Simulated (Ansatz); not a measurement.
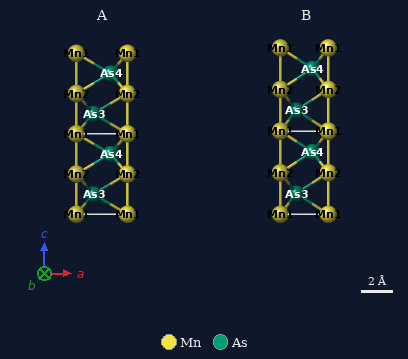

Two geometries of crystalline MnAs (a generated structure, set up in P6_3/mmc), drawn at one scale. One is the start of a relaxation, the other its converged end. A ball-and-stick model of the cell of the calculation, repeated 1 × 1 × 2 with one cell outlined, seen along the b axis.

Method: DFT PBE, scalar-relativistic, plane waves, PAW (Ansatz). Set-up: plane-wave cutoff 420 eV; k-point mesh 12 × 12 × 8; occupations gaussian; smearing width 0.1 eV; collinear spin; cell and atoms relaxed; force threshold 0.01 eV/Å; at most 60 steps.

### Which geometry has the lower energy?

Structure B is the relaxed one. Case: Sb → As on all its sites, cell and atoms relaxed. Over 3 accepted moves (4 points after the start) the energy falls by 0.191 eV per cell of the calculation. All forces vanish by symmetry, so only the cell relaxes. The pressure goes from −4.89 to 0.07 GPa. At 1 point the geometry stayed and the basis and grid were re-selected for the new cell (energy shift of 1.6 meV per cell of the calculation at most each time). No atom moves by more than 0.005 Å relative to the cell. Cell: a = b 3.896 → 3.654 Å (−6.2 %), c 5.322 → 5.501 Å (+3.4 %). Volume −9.1 %. Near-neighbour distances that change, for instance: Mn1–As3 2.613 → 2.518 Å, Mn1–Mn2 2.661 → 2.750 Å. Bond angles that change, for instance: Mn1–As3–Mn2 61.2° → 66.2°, Mn1–As3–Mn1 96.4° → 93.0°. The space group stays P6_3/mmc (No. 194).
